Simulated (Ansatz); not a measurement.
```cif
data_structure
_symmetry_space_group_name_H-M 'P 1'
_symmetry_Int_Tables_number 1
_cell_length_a 3.0385
_cell_length_b 3.0385
_cell_length_c 4.6860
_cell_angle_alpha 90.000
_cell_angle_beta 90.000
_cell_angle_gamma 120.000
_cell_volume 37.47
loop_
_atom_site_label
_atom_site_type_symbol
_atom_site_fract_x
_atom_site_fract_y
_atom_site_fract_z
_atom_site_occupancy
Ti1 Ti 0.33333 0.66667 0.25000 1
Ti2 Ti 0.66667 0.33333 0.75000 1
```

Space group P6₃/mmc; changed on purpose from its base cell (strain +0.0300 x Voigt [1, 1, 0, 0, 0, 0], atoms carried along); computed pressure about −7 GPa in this cell; computed without spin polarisation.

Computed with Ansatz 0.2.0, DFT PBE, scalar-relativistic, plane waves, PAW.

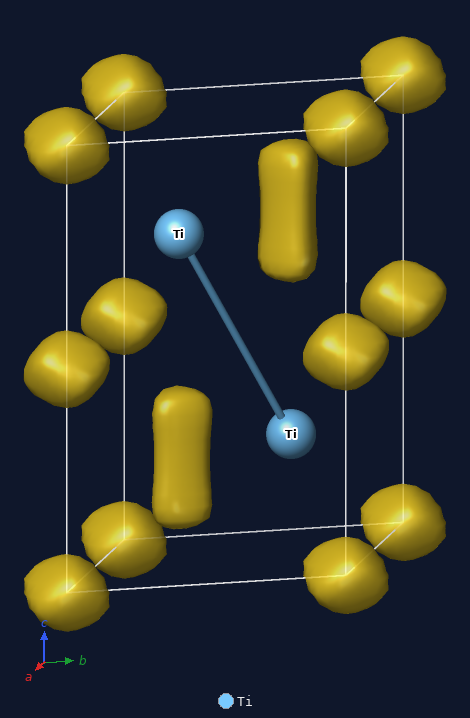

Ti. Isosurface of the electron localisation function at 0.65 (yellow), seen slightly off an axis. Core shells and regions of very low density are left out. Sticks mark near contacts.

In a PAW calculation such maps are meaningful between the atoms, not at the nuclei.

Q: Describe the localisation domains.

A: The ELF exceeds this value in four pockets between the atoms, centred on no nucleus (multi-centre or interstitial), counted in one cell of 2 atoms. Any copies at cell faces, edges or corners count once. There are no localised bonds or lone pairs at this value.

Values along the shortest contacts:
Ti–Ti (2.93 Å): the ELF is about 0.20 at the midpoint; no localised pair shows between them. Ti–Ti (3.04 Å): the ELF is about 0.30 at the midpoint (no localised pair shows between them).

Q: Does the calculation make it a metal, or give it a gap?

A: It is gapless in this calculation (a metal or semimetal).
